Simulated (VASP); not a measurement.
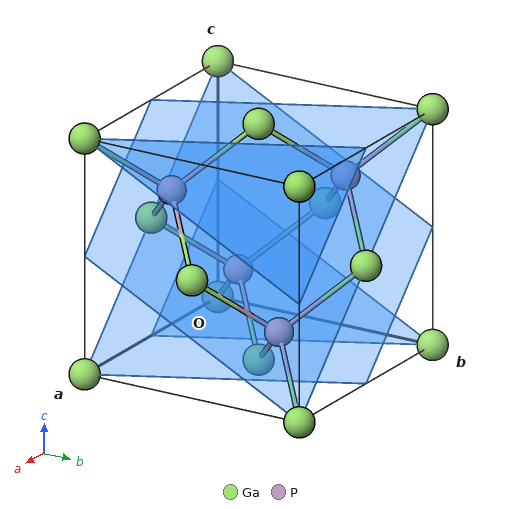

For GaP, coordinates from a relaxation with VASP Kohn-Sham DFT of a periodic cell, PBE, VASP PAW PBE potentials, recommended (VASP): every member of one family of equally spaced planes, hx + ky + lz = a whole number, that cuts the unit cell is shaded (one member passes through the origin O, touching the cell only at an edge or corner). All values are computed from the atomic coordinates in the standard setting (tolerance 0.002 Å).

a = 5.506 Å, b = 5.506 Å, c = 5.506 Å, α = 90.00°, β = 90.00°, γ = 90.00°.

**What are the Miller indices?**

(2 1 2); the opposite sign names the same planes. The member next to the origin meets the axes a at 1/2, b at 1, c at 1/2.

**What is the spacing?**

d = 1.835 Å.

**Which atoms of the cell lie in these planes (within 0.03 Å)?**

2 of the 4 Ga.
